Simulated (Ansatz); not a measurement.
The cell below is ZrO2 in space group Fm-3m. Origin of the cell: the end point of a relaxation with DFT PBEsol, scalar-relativistic, plane waves, PAW in Ansatz 0.2.0.

```xyz
12
Lattice="5.0640 0.0000 0.0000 0.0000 5.0640 0.0000 0.0000 0.0000 5.0640" Properties=species:S:1:pos:R:3 pbc="T T T"
Zr    0.0000    0.0000    0.0000
O     1.2660    3.7980    3.7980
O     1.2660    1.2660    3.7980
Zr    0.0000    2.5320    2.5320
O     1.2660    1.2660    1.2660
O     1.2660    3.7980    1.2660
Zr    2.5320    0.0000    2.5320
O     3.7980    3.7980    1.2660
O     3.7980    1.2660    1.2660
Zr    2.5320    2.5320    0.0000
O     3.7980    1.2660    3.7980
O     3.7980    3.7980    3.7980
```

Hard-sphere model; Shannon crystal radii (six-coordinate where tabulated): Zr 0.86 Å, O 1.26 Å.

Find the largest hole by geometry, and further ones that a grid search gives (radius above 0.15 Å; smaller ones may be missed, and maxima closer than 0.25 Å are merged).

```
hole  site              x, y, z  radius (Å)  nearest atoms  shape
  V1    4b  0.000, 0.000, 0.500        0.93            8 O  cubic
```

Nearest atoms are those whose sphere lies within 0.15 Å of the hole's sphere; in brackets, those within 0.5 Å. The largest sphere that fits anywhere has a diameter of 1.87 Å; the largest that can travel through the crystal, about 0.4 Å.

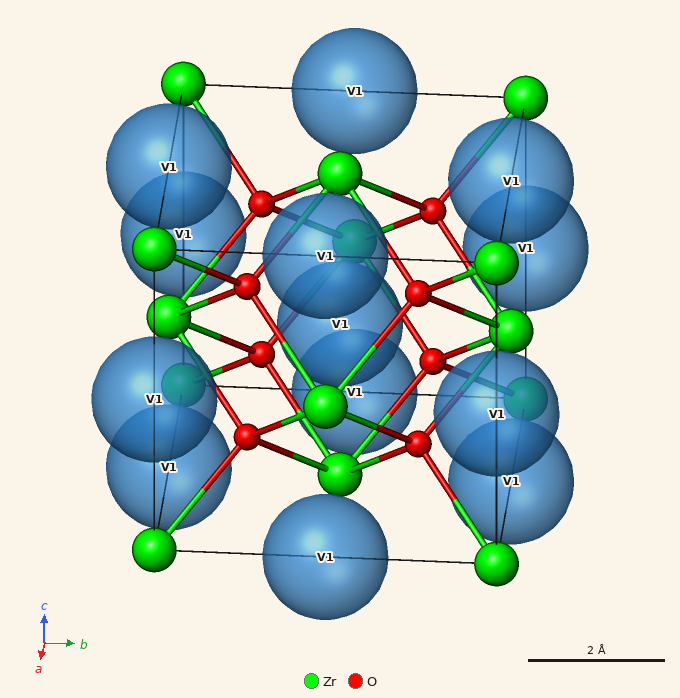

Translucent spheres (V1) fill the 1 hole listed first by a grid search for holes with a radius above 0.15 Å (the largest is sure; smaller ones may be missed, and maxima closer than 0.25 Å are merged) at their true size; atoms are drawn smaller than their model radii. View from a free direction.
